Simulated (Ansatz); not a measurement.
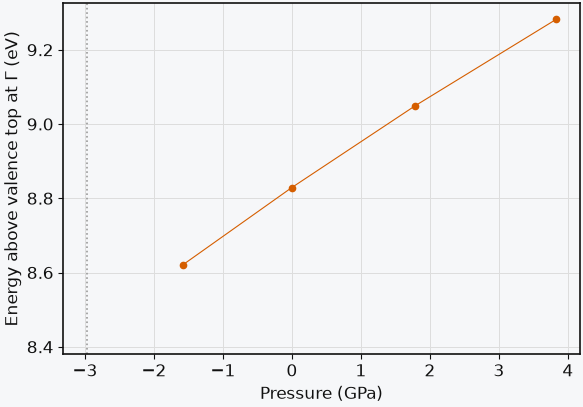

Lowest conduction level at Γ, counted from the valence-band top at Γ. One run is left out (dotted line).

System: rocksalt LiF, space group Fm-3m, 2 atoms in the primitive cell. The cell is scaled uniformly. Level of theory: PBE, Ansatz PAW set, no spin polarisation, no spin-orbit coupling, 14×14×14 k mesh, 420 eV cutoff, Fermi-Dirac smearing of 0.03 eV; code Ansatz 0.2.0.

```
pressure  Γ (eV)  volume (Å³/atom)
−1.6 GPa    8.62              8.63
 0.0 GPa    8.83              8.42
 1.8 GPa    9.05              8.21
 3.8 GPa    9.28              7.99
```

Fill in the row for −3.0 GPa.

A fit through the other points gives 8.46 eV at Γ (a straight line). The run itself gives 8.42 eV, within 0.04 eV of the estimate.

LDA, GGA and most meta-GGA functionals understate gaps.
